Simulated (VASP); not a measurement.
# GaN: what each functional gives, and what it costs, part 6 of 7

Aim: compute the gap of GaN from the cheapest level upwards and hold each value against experiment. LASPH is on for some levels and off for others; the table marks which. The start is a cell from a database of measured crystal structures.

VASP 6.6.1, plane waves and PAW; the level of theory is named at each step.

Still holding for the runs below: Spin-orbit coupling is off here; it would split degenerate levels.

So far, least gap on mesh and path (eV): step 2 (bands, level LDA, k 5×5×3) 1.98; step 6 (bands, level SCAN, k 5×5×3) 2.27; step 7 (bands, level LAK, k 5×5×3) 2.79; step 9 (bands, level HSE06, k 5×5×3) 3.28; step 10 (bands, level B3LYP, k 5×5×3) 3.67.

The database entry behind the starting cell differs from later determinations by our own check (about 0.3 % short, ideal inner coordinate), so it need not match the best structure at ambient conditions.

## 12. Bands with PBE-EpsX, k 5×5×3

This step: PBE-EpsX, exact-exchange share 1/5.798; plane waves and PAW (Ga_d, N) (VASP 6.6.1).

Here the share of exact exchange is set to the inverse of the computed dielectric constant, since screening weakens exchange.

INCAR

```
SYSTEM = GaN
PREC = Accurate
ENCUT = 520
EDIFF = 1E-06
NELM = 100
ISMEAR = 0
SIGMA = 0.02
LREAL = .FALSE.
ALGO = Normal
LHFCALC = .TRUE.
AEXX = 0.172
GGA = PE
LASPH = .TRUE.
NBANDS = 24
PRECFOCK = Fast
HFRCUT = -1
LORBIT = 11
LWAVE = .FALSE.
LCHARG = .FALSE.
KPAR = 8
```

POSCAR

```
GaN
1.0
    3.1800000000      0.0000000000      0.0000000000
   -1.5900000000      2.7539607840      0.0000000000
    0.0000000000      0.0000000000      5.1660000000
Ga N
2 2
Direct
    0.3333333333      0.6666666667      0.0000000000
    0.6666666667      0.3333333333      0.5000000000
    0.3333333333      0.6666666667      0.3750000000
    0.6666666667      0.3333333333      0.8750000000
```

KPOINTS

```
Automatic mesh
0
Gamma
5 5 3
0 0 0
```

KPOINTS_OPT

```
Line mode
6
Line-mode
Reciprocal
  0.00000000   0.00000000   0.00000000 GAMMA
  0.50000000   0.00000000   0.00000000 M

  0.50000000   0.00000000   0.00000000 M
  0.33333333   0.33333333   0.00000000 K

  0.33333333   0.33333333   0.00000000 K
  0.00000000   0.00000000   0.00000000 GAMMA

  0.00000000   0.00000000   0.00000000 GAMMA
  0.00000000   0.00000000   0.50000000 A

  0.00000000   0.00000000   0.50000000 A
  0.50000000   0.00000000   0.50000000 L

  0.50000000   0.00000000   0.50000000 L
  0.33333333   0.33333333   0.50000000 H

  0.33333333   0.33333333   0.50000000 H
  0.00000000   0.00000000   0.50000000 A

  0.50000000   0.00000000   0.50000000 L
  0.50000000   0.00000000   0.00000000 M

  0.33333333   0.33333333   0.00000000 K
  0.33333333   0.33333333   0.50000000 H
```

PAW data sets: Ga_d and N (PBE family, release 64).

Launch:

```console
$ mpirun -np 8 vasp_std
```

Numbers of over 12 decimals in the logs are rounded to 6 here.

What it wrote:

```text
[banner, memory and clock lines left out]
running    8 mpi-ranks, on    1 nodes
[...]
[... a notice as in an earlier step ...]

 LDA part: xc-table for (Slater+PW92), standard interpolation
 found WAVECAR, reading the header
 POSCAR, INCAR and KPOINTS ok, starting setup
[...]
HFRCUT set to (new)   9.321890
 reading WAVECAR
 the WAVECAR file was read successfully
 initial charge from wavefunction
 entering main loop
       N       E                     dE             d eps       ncg     rms          rms(c)
DAV:   1    -0.290943237473E+02   -0.29094E+02   -0.55440E-01   704   0.204E+01    0.544E-01
DAV:   2    -0.290928895915E+02    0.14342E-02   -0.65537E-02   744   0.505E+00    0.399E-01
DAV:   3    -0.290915855914E+02    0.13040E-02   -0.79657E-03   800   0.164E+00    0.239E-01
DAV:   4    -0.290914578685E+02    0.12772E-03   -0.16454E-03   696   0.407E-01    0.113E-01
[...]
DAV:   8    -0.290913394529E+02    0.41093E-05   -0.11931E-06   304   0.109E-02    0.124E-02
DAV:   9    -0.290913378433E+02    0.16095E-05   -0.67779E-07   264   0.765E-03    0.733E-03
DAV:  10    -0.290913371649E+02    0.67842E-06   -0.21951E-07   264   0.535E-03
   1 F= -.29091337E+02 E0= -.29091337E+02  d E =-.716667E-13
 Start KPOINTS_OPT (optional k-point list driver)
k-point batch [1-10\54]
       N       E                     dE             ncg
DAV:   1     0.965181546810E+03   -0.85434E+04      528
DAV:   2    -0.190343228612E+04   -0.28686E+04      496
DAV:   3    -0.226123037784E+04   -0.35780E+03      592
DAV:   4    -0.227604010860E+04   -0.14810E+02      640
DAV:   5    -0.227625586769E+04   -0.21576E+00      624
DAV:   6    -0.227626172135E+04   -0.58537E-02      736
DAV:   7    -0.227626181724E+04   -0.95892E-04      608
DAV:   8    -0.227626182053E+04   -0.32843E-05      552
DAV:   9    -0.227626182067E+04   -0.14369E-06      440
[...]
k-point batch [51-54\54]
       N       E                     dE             ncg
DAV:   1     0.898267137327E+04   -0.59206E+04      200
DAV:   2     0.783058885034E+04   -0.11521E+04      208
DAV:   3     0.769597266104E+04   -0.13462E+03      240
DAV:   4     0.769111636894E+04   -0.48563E+01      232
DAV:   5     0.769103178857E+04   -0.84580E-01      256
DAV:   6     0.769102880099E+04   -0.29876E-02      280
DAV:   7     0.769102877074E+04   -0.30256E-04      224
DAV:   8     0.769102877035E+04   -0.38785E-06      160
```

The job ended after 6.4 min (8 MPI ranks of Intel Xeon 6975P-C (Granite Rapids), shared host; peak memory 1.6 GiB).

Parts of OUTCAR (step 12):

```text
 POSITION                                       TOTAL-FORCE (eV/Angst)
 -----------------------------------------------------------------------------------
     -0.00000      1.83597      0.00000        -0.000000     -0.000000     -0.147078
      1.59000      0.91799      2.58300        -0.000000      0.000000     -0.147078
     -0.00000      1.83597      1.93725        -0.000000     -0.000000      0.147078
      1.59000      0.91799      4.52025         0.000000     -0.000000      0.147078
 -----------------------------------------------------------------------------------
    total drift:                                0.000001     -0.000004     -0.000526

  FREE ENERGIE OF THE ION-ELECTRON SYSTEM (eV)
  ---------------------------------------------------
  free  energy   TOTEN  =       -29.0913371649 eV

  energy  without entropy=      -29.0913371649  energy(sigma->0) =      -29.09133716

[... 2 parts as in an earlier step ...]

[... 1 further part left out ...]
[key lines of the parts left out:]
E-fermi :   4.7074
```

The share of exact exchange rests on that dielectric constant; a constant that is too large makes it too small.

The electronic bands at the labelled points (eV, zero at the valence-band top; v1 is the highest filled band, c1 the lowest empty one):

```
    point     v4     v3     v2     v1    c1    c2     c3     c4
        Γ  -1.13  -0.05   0.00   0.00  3.33  5.80  11.01  11.52
        M  -4.52  -2.94  -2.38  -1.05  6.47  7.10   7.54  10.49
        K  -5.62  -3.22  -3.22  -2.89  6.42  9.65   9.65  10.02
        Γ  -1.13  -0.05   0.00   0.00  3.33  5.80  11.01  11.52
        A  -0.59  -0.59  -0.59  -0.59  5.78  5.78  10.17  10.17
        L  -2.08  -2.08  -2.03  -2.03  5.80  5.80   9.44   9.44
        H  -4.48  -4.48  -1.58  -1.58  8.01  8.01   8.81   8.81
        A  -0.59  -0.59  -0.59  -0.59  5.78  5.78  10.17  10.17
jump to L  -2.08  -2.08  -2.03  -2.03  5.80  5.80   9.44   9.44
        M  -4.52  -2.94  -2.38  -1.05  6.47  7.10   7.54  10.49
jump to K  -5.62  -3.22  -3.22  -2.89  6.42  9.65   9.65  10.02
        H  -4.48  -4.48  -1.58  -1.58  8.01  8.01   8.81   8.81
```

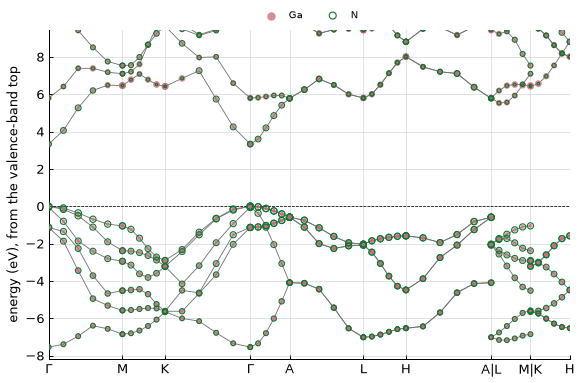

Electronic bands along the path; dots are coloured as in the legend, and their area grows with the weight.

The gap is 3.33 eV, direct at Γ. Against LDA that is +1.36 eV; this run took 44 times the core time, on fewer points of the path. The direct gap lies -0.17 eV from the measured 3.50 eV.

## 13. Bands with r2SCANh, k 5×5×3

This step: r2SCANh; plane waves and PAW (Ga_d, N) (VASP 6.6.1).

r2SCANh replaces a tenth of the r2SCAN exchange by exact exchange.

Changes to INCAR since step 12:

```diff
@@ -10,4 +10,4 @@
 LHFCALC = .TRUE.
-AEXX = 0.172
-GGA = PE
+AEXX = 0.1
+METAGGA = R2SCAN
 LASPH = .TRUE.
```

POSCAR is that of step 12.

KPOINTS is that of step 12.

KPOINTS_OPT is that of step 12.

Launch:

```console
$ mpirun -np 8 vasp_std
```

What it wrote:

```text
[banner, memory and clock lines left out]
running    8 mpi-ranks, on    1 nodes
[...]
[... a notice as in an earlier step ...]

 [... a notice as in an earlier step ...]

 LDA part: xc-table for (None), standard interpolation
 found WAVECAR, reading the header
 POSCAR, INCAR and KPOINTS ok, starting setup
[...]
HFRCUT set to (new)   9.321890
 reading WAVECAR
 the WAVECAR file was read successfully
 initial charge from wavefunction
 entering main loop
       N       E                     dE             d eps       ncg     rms          rms(c)
DAV:   1    -0.447603218877E+02   -0.44760E+02   -0.12707E+00   640   0.215E+01    0.886E-01
DAV:   2    -0.447460898738E+02    0.14232E-01   -0.12272E-01   728   0.739E+00    0.540E-01
DAV:   3    -0.447457420788E+02    0.34779E-03   -0.16018E-02   768   0.208E+00    0.331E-01
DAV:   4    -0.447461802539E+02   -0.43818E-03   -0.25808E-03   720   0.521E-01    0.183E-01
[...]
DAV:  10    -0.447463413484E+02   -0.23301E-05   -0.84031E-07   264   0.926E-03    0.878E-03
[...]
DAV:  12    -0.447463433694E+02   -0.74369E-06   -0.23319E-07   240   0.524E-03
   1 F= -.44746343E+02 E0= -.44746343E+02  d E =-.204768E-32
 Start KPOINTS_OPT (optional k-point list driver)
k-point batch [1-10\54]
       N       E                     dE             ncg
DAV:   1     0.978434279634E+03   -0.85301E+04      528
DAV:   2    -0.183006734997E+04   -0.28085E+04      496
DAV:   3    -0.217334322434E+04   -0.34328E+03      616
DAV:   4    -0.218522375076E+04   -0.11881E+02      624
DAV:   5    -0.218541056043E+04   -0.18681E+00      616
DAV:   6    -0.218541882077E+04   -0.82603E-02      752
DAV:   7    -0.218541892501E+04   -0.10425E-03      608
DAV:   8    -0.218541892751E+04   -0.24977E-05      584
DAV:   9    -0.218541892762E+04   -0.10742E-06      432
[...]
k-point batch [51-54\54]
       N       E                     dE             ncg
DAV:   1     0.899296398859E+04   -0.59103E+04      200
DAV:   2     0.785763082511E+04   -0.11353E+04      216
DAV:   3     0.773189771342E+04   -0.12573E+03      224
DAV:   4     0.772770552406E+04   -0.41922E+01      256
DAV:   5     0.772764591482E+04   -0.59609E-01      240
DAV:   6     0.772764388210E+04   -0.20327E-02      264
DAV:   7     0.772764380964E+04   -0.72459E-04      224
DAV:   8     0.772764380892E+04   -0.71784E-06      176
```

It took 7 min on 8 MPI ranks; peak memory 1.7 GiB; 55 min of CPU time.

Parts of OUTCAR (step 13):

```text
 POSITION                                       TOTAL-FORCE (eV/Angst)
 -----------------------------------------------------------------------------------
     -0.00000      1.83597      0.00000         0.000000     -0.000000     -0.143397
      1.59000      0.91799      2.58300        -0.000000      0.000000     -0.143397
     -0.00000      1.83597      1.93725         0.000000      0.000000      0.143397
      1.59000      0.91799      4.52025         0.000000     -0.000000      0.143397
 -----------------------------------------------------------------------------------
    total drift:                                0.000002      0.000003      0.043858

  FREE ENERGIE OF THE ION-ELECTRON SYSTEM (eV)
  ---------------------------------------------------
  free  energy   TOTEN  =       -44.7463433694 eV

  energy  without entropy=      -44.7463433694  energy(sigma->0) =      -44.74634337

[... 2 parts as in an earlier step ...]

[... 1 further part left out ...]
[key lines of the parts left out:]
E-fermi :   4.8974
```

Electronic bands along the path, in eV, zero at the valence-band top; v1 is the highest filled band, c1 the lowest empty one:

```
    point     v4     v3     v2     v1    c1    c2     c3     c4
        Γ  -1.13  -0.05   0.00   0.00  3.11  5.64  10.91  11.44
        M  -4.48  -2.94  -2.35  -1.05  6.32  6.94   7.35  10.35
        K  -5.57  -3.19  -3.19  -2.88  6.25  9.50   9.50   9.91
        Γ  -1.13  -0.05   0.00   0.00  3.11  5.64  10.91  11.44
        A  -0.58  -0.58  -0.58  -0.58  5.59  5.59  10.08  10.08
        L  -2.07  -2.07  -2.03  -2.03  5.64  5.64   9.32   9.32
        H  -4.45  -4.45  -1.59  -1.59  7.88  7.88   8.65   8.65
        A  -0.58  -0.58  -0.58  -0.58  5.59  5.59  10.08  10.08
jump to L  -2.07  -2.07  -2.03  -2.03  5.64  5.64   9.32   9.32
        M  -4.48  -2.94  -2.35  -1.05  6.32  6.94   7.35  10.35
jump to K  -5.57  -3.19  -3.19  -2.88  6.25  9.50   9.50   9.91
        H  -4.45  -4.45  -1.59  -1.59  7.88  7.88   8.65   8.65
```

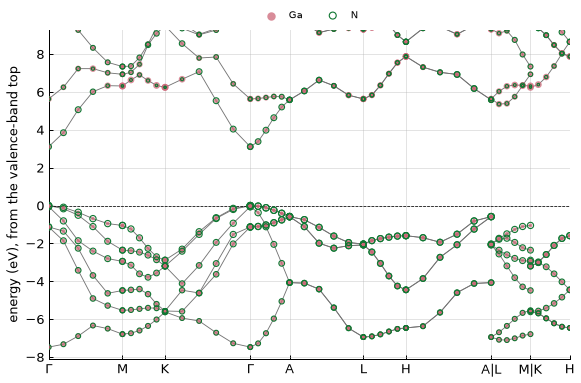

Electronic bands along the path; dots are coloured as in the legend, and their area grows with the weight.

The gap is 3.11 eV, direct at Γ. Against LDA that is +1.14 eV; this run took 47 times the core time, on fewer points of the path. The direct gap lies -0.39 eV from the measured 3.50 eV.

## 14. Bands with HSEsol, k 5×5×3

This step: HSEsol; plane waves and PAW (Ga_d, N) (VASP 6.6.1).

HSEsol is the screened hybrid built on PBEsol.

Changes to INCAR since step 13:

```diff
@@ -10,4 +10,5 @@
 LHFCALC = .TRUE.
-AEXX = 0.1
-METAGGA = R2SCAN
+AEXX = 0.25
+GGA = PS
+HFSCREEN = 0.2
 LASPH = .TRUE.
@@ -15,3 +16,2 @@
 PRECFOCK = Fast
-HFRCUT = -1
 LORBIT = 11
```

POSCAR is that of step 13.

KPOINTS is that of step 13.

KPOINTS_OPT is that of step 13.

Launch:

```console
$ mpirun -np 8 vasp_std
```

What it wrote:

```text
[banner, memory and clock lines left out]
running    8 mpi-ranks, on    1 nodes
[...]
[... a notice as in an earlier step ...]

 [... a notice as in an earlier step ...]

 LDA part: xc-table for (Slater+PW92), standard interpolation
 found WAVECAR, reading the header
 POSCAR, INCAR and KPOINTS ok, starting setup
[...]
reading WAVECAR
 the WAVECAR file was read successfully
 initial charge from wavefunction
 entering main loop
       N       E                     dE             d eps       ncg     rms          rms(c)
DAV:   1    -0.309264236506E+02   -0.30926E+02   -0.10793E+00   720   0.281E+01    0.777E-01
DAV:   2    -0.309257810835E+02    0.64257E-03   -0.13003E-01   744   0.719E+00    0.586E-01
DAV:   3    -0.309242984103E+02    0.14827E-02   -0.16389E-02   864   0.247E+00    0.304E-01
DAV:   4    -0.309241627452E+02    0.13567E-03   -0.38969E-03   568   0.529E-01    0.127E-01
[...]
DAV:   9    -0.309238938958E+02    0.27209E-05   -0.91878E-07   272   0.926E-03    0.950E-03
[...]
DAV:  11    -0.309238924165E+02    0.43864E-06   -0.14323E-07   256   0.491E-03
   1 F= -.30923892E+02 E0= -.30923892E+02  d E =-.125655E-11
 Start KPOINTS_OPT (optional k-point list driver)
k-point batch [1-10\54]
       N       E                     dE             ncg
DAV:   1     0.866488074626E+03   -0.86421E+04      528
DAV:   2    -0.207277103379E+04   -0.29393E+04      496
DAV:   3    -0.244680983036E+04   -0.37404E+03      584
DAV:   4    -0.246471889285E+04   -0.17909E+02      664
DAV:   5    -0.246502301993E+04   -0.30413E+00      624
DAV:   6    -0.246503021238E+04   -0.71925E-02      736
DAV:   7    -0.246503034446E+04   -0.13208E-03      600
DAV:   8    -0.246503034749E+04   -0.30283E-05      528
DAV:   9    -0.246503034764E+04   -0.15245E-06      408
[...]
k-point batch [51-54\54]
       N       E                     dE             ncg
DAV:   1     0.894075709564E+04   -0.59625E+04      200
DAV:   2     0.776827273156E+04   -0.11725E+04      200
DAV:   3     0.762107786720E+04   -0.14719E+03      248
DAV:   4     0.761499484633E+04   -0.60830E+01      232
DAV:   5     0.761488640938E+04   -0.10844E+00      256
DAV:   6     0.761488273903E+04   -0.36704E-02      272
DAV:   7     0.761488269485E+04   -0.44180E-04      216
DAV:   8     0.761488269443E+04   -0.41501E-06      184
```

The job ended after 6.6 min (8 MPI ranks; peak memory 2.3 GiB).

OUTCAR, selected parts (step 14):

```text
 POSITION                                       TOTAL-FORCE (eV/Angst)
 -----------------------------------------------------------------------------------
     -0.00000      1.83597      0.00000         0.000000      0.000000     -0.150056
      1.59000      0.91799      2.58300        -0.000000     -0.000000     -0.150056
     -0.00000      1.83597      1.93725        -0.000000      0.000000      0.150056
      1.59000      0.91799      4.52025         0.000000      0.000000      0.150056
 -----------------------------------------------------------------------------------
    total drift:                               -0.000002     -0.000002     -0.000178

  FREE ENERGIE OF THE ION-ELECTRON SYSTEM (eV)
  ---------------------------------------------------
  free  energy   TOTEN  =       -30.9238924165 eV

  energy  without entropy=      -30.9238924165  energy(sigma->0) =      -30.92389242

[... 2 parts as in an earlier step ...]

[... 1 further part left out ...]
[key lines of the parts left out:]
E-fermi :   4.5919
```

The electronic bands at the labelled points (eV, zero at the valence-band top; v1 is the highest filled band, c1 the lowest empty one):

```
    point     v4     v3     v2     v1    c1    c2     c3     c4
        Γ  -1.16  -0.06   0.00   0.00  3.23  5.69  10.97  11.43
        M  -4.63  -3.02  -2.44  -1.08  6.28  6.97   7.41  10.51
        K  -5.73  -3.30  -3.30  -2.97  6.20  9.67   9.67   9.91
        Γ  -1.16  -0.06   0.00   0.00  3.23  5.69  10.97  11.43
        A  -0.60  -0.60  -0.60  -0.60  5.68  5.68  10.08  10.08
        L  -2.13  -2.13  -2.09  -2.09  5.63  5.63   9.36   9.36
        H  -4.59  -4.59  -1.63  -1.63  7.91  7.91   8.65   8.65
        A  -0.60  -0.60  -0.60  -0.60  5.68  5.68  10.08  10.08
jump to L  -2.13  -2.13  -2.09  -2.09  5.63  5.63   9.36   9.36
        M  -4.63  -3.02  -2.44  -1.08  6.28  6.97   7.41  10.51
jump to K  -5.73  -3.30  -3.30  -2.97  6.20  9.67   9.67   9.91
        H  -4.59  -4.59  -1.63  -1.63  7.91  7.91   8.65   8.65
```

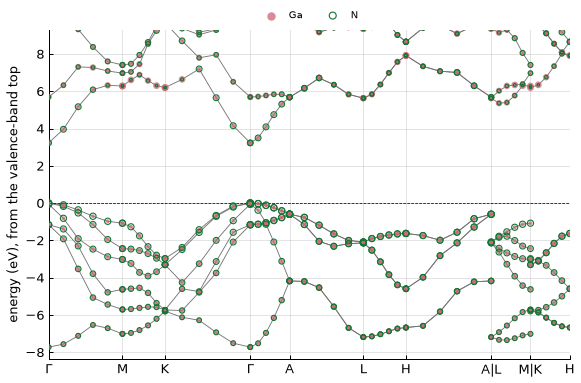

Electronic bands along the path; dots are coloured as in the legend, and their area grows with the weight.

The gap is 3.23 eV, direct at Γ. Against LDA that is +1.25 eV; this run took 45 times the core time, on fewer points of the path. The direct gap lies -0.27 eV from the measured 3.50 eV.

(Part 6 of 7 ends here.)

[Lines on the potential files, build, host, timing and source positions are cut from VASP's logs without a mark.]

[Logs are printed without paths, hosts, clocks, repeated set-up lines and the standing remarks that a program may print on its own settings, such as how far it seeks lower states.]

[Hosts, paths, dates, database ids (printed as entryN), source tags and the programs' standing remarks are cut or masked in the printed files.]

[A measured line is paired with the nearest computed mode of its activity, which favours agreement.]
